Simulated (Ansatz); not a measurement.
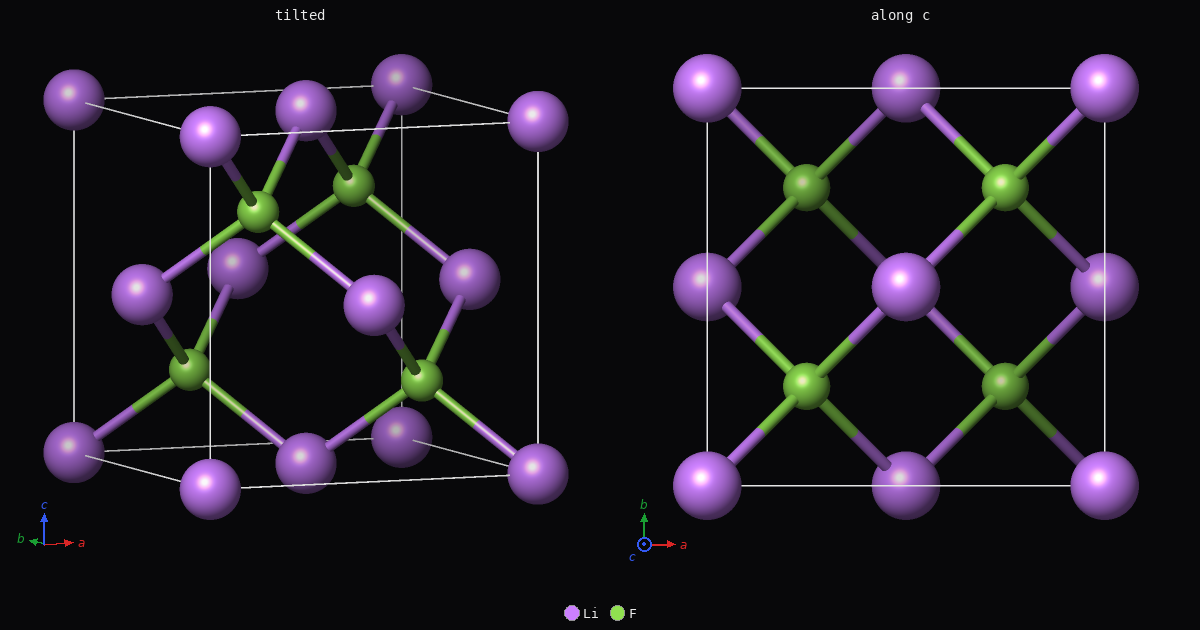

Structure drawing (ball-and-stick), viewed slightly off an axis and along the c axis. The conventional unit cell is outlined; an atom on or near a face, edge or corner is repeated at each equivalent position.

LiF, zinc blende (sphalerite type), space group F-43m (No. 216), a = 4.225 Å, b = 4.225 Å, c = 4.225 Å, α = 90.00°, β = 90.00°, γ = 90.00°. The model was built from a structure type filled with these elements by a generator (whether the compound takes this form wasn't checked). The cell was then strained or its atoms displaced on purpose. It was the input of a calculation with Ansatz.

This one geometry was computed with Ansatz (DFT, plane waves, PAW) at three levels of theory: PBE, HSE06 and r2SCAN. It was relaxed with r2SCAN and then strained.

### Which level gives the highest pressure at this volume, and what does that say about its equilibrium volume?

Highest: PBE (6.1 GPa), which points to the largest equilibrium volume. Lowest, with the smallest volume: r2SCAN (3.0 GPa). Levels within 0.5 GPa of each other can't be told apart.

### How does the band gap change with the level of theory?

PBE: a gap of 8.19 eV, direct; r2SCAN: a gap of 8.93 eV, direct; HSE06: a gap of 10.39 eV, direct.

### Collect the results in a table.

| level | cutoff (eV) | k-mesh of the run's cell | gap (eV) | pressure (GPa) |
| --- | --- | --- | --- | --- |
| PBE | 420 | 10×10×10 | 8.19 | 6.1 |
| HSE06 | 420 | 8×8×8 | 10.39 | 3.8 |
| r2SCAN | 500 | 10×10×10 | 8.93 | 3.0 |

Gaps are taken on the k-mesh or band path of each run.
